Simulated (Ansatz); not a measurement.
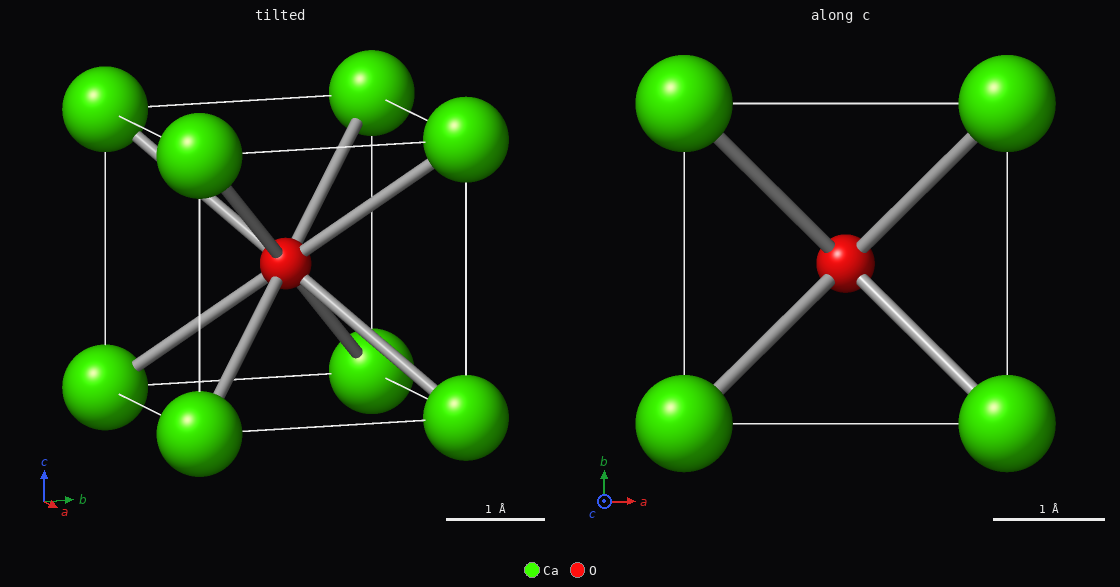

We look at a ball-and-stick model of the crystal slightly off an axis and along the c axis. The edges of the unit cell are marked.

CaO, a = 2.930 Å, b = 2.903 Å, c = 2.903 Å, α = 90.00°, β = 90.00°, γ = 90.00°. Strictly the space group is P4/mmm (No. 123, within 0.01 Å). It is a distorted form of a primitive cubic structure, space group Pm-3m (No. 221) within 0.25 Å: caesium chloride (CsCl, B2) type. The structure was taken from a structure type filled with these elements by a generator (whether the compound takes this form wasn't checked). The cell was then strained or its atoms displaced on purpose. A calculation with Ansatz used it as input.

This one geometry was computed with Ansatz (DFT, plane waves, PAW) at three levels of theory: PBE, HSE06 and r2SCAN. It was relaxed with r2SCAN and then strained.

### Which level gives the highest pressure at this volume, and what does that say about its equilibrium volume?

Highest: PBE (2.5 GPa), which points to the largest equilibrium volume. Lowest, with the smallest volume: r2SCAN (-1.1 GPa). Levels within 0.5 GPa of each other can't be told apart.

### How does the band gap change with the level of theory?

PBE: a gap of 2.75 eV, indirect; r2SCAN: a gap of 3.25 eV, indirect; HSE06: a gap of 4.45 eV, indirect.

### Collect the results in a table.

| level | cutoff (eV) | k-mesh of the run's cell | gap (eV) | pressure (GPa) |
| --- | --- | --- | --- | --- |
| PBE | 420 | 8×8×8 | 2.75 | 2.5 |
| HSE06 | 420 | 6×6×6 | 4.45 | -0.6 |
| r2SCAN | 500 | 8×8×8 | 3.25 | -1.1 |

Gaps are taken on the k-mesh or band path of each run.
